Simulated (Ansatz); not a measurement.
# Geometry relaxation, with input and output: CuO (part 3 of 3)

Continued. System: CuO (P1, 4 atoms in the cell). Method: DFT PBEsol, scalar-relativistic, plane waves, PAW, no spin polarisation (Ansatz 0.2.0); cutoff 420 eV, 8×8×4 k-mesh, Gaussian smearing of 0.1 eV. The structure derives from an entry of the Crystallography Open Database. It belongs to a series of runs on one base structure; here: cure: more steps.

Geometry of the input (Å; fractional positions):
```
2.3447  -1.7134  0.0000
2.3447  1.7134  0.0000
-0.8606  0.0000  5.0594
Cu 0.0325  0.5325  -0.0103
Cu 0.4694  -0.0467  0.4878
O  0.5562  0.3325  0.2626
O  0.3779  0.5740  0.7652
```

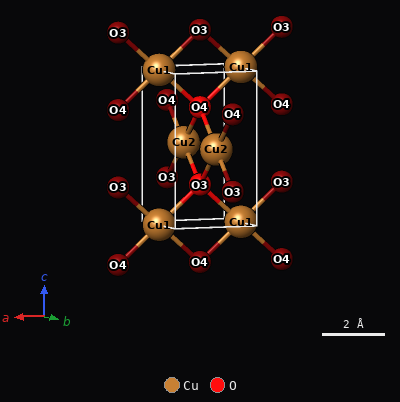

**Figure 1.** The geometry at step 21 of the log (ball-and-stick view of the cell of the calculation, seen at an oblique angle; neighbours outside the cell are drawn fainter; atoms are numbered from 1 in the order of the input).

Summary:

```json
{"quantity": "outcome", "value": "converged"}
{"quantity": "space group (tolerance 0.01 Å)", "value": "P1 (1) → Cccm (66)"}
{"quantity": "electrons treated", "value": "50"}
{"quantity": "free energy", "value": "−14296.5706 eV"}
{"quantity": "Fermi energy", "value": "11.461 eV"}
{"quantity": "gap on the k-point mesh", "value": "none (metallic)"}
{"quantity": "pressure", "value": "0.00 GPa"}
{"quantity": "final volume", "value": "42.65 Å³"}
{"quantity": "largest force (length of the vector) at the end", "value": "under 0.001 eV/Å"}
{"quantity": "final cell", "value": "a = 2.893 Å, b = 2.893 Å, c = 5.094 Å, α = 90.00°, β = 90.00°, γ = 89.72°"}
{"quantity": "hardware", "value": "1 thread of Intel Xeon (Sapphire Rapids), 192 GiB of memory available, shared host"}
{"quantity": "wall time", "value": "6.3 min"}
{"quantity": "peak memory", "value": "0.46 GiB"}
```

Notes:

The run has no spin polarisation, so a magnetic state may lie lower.
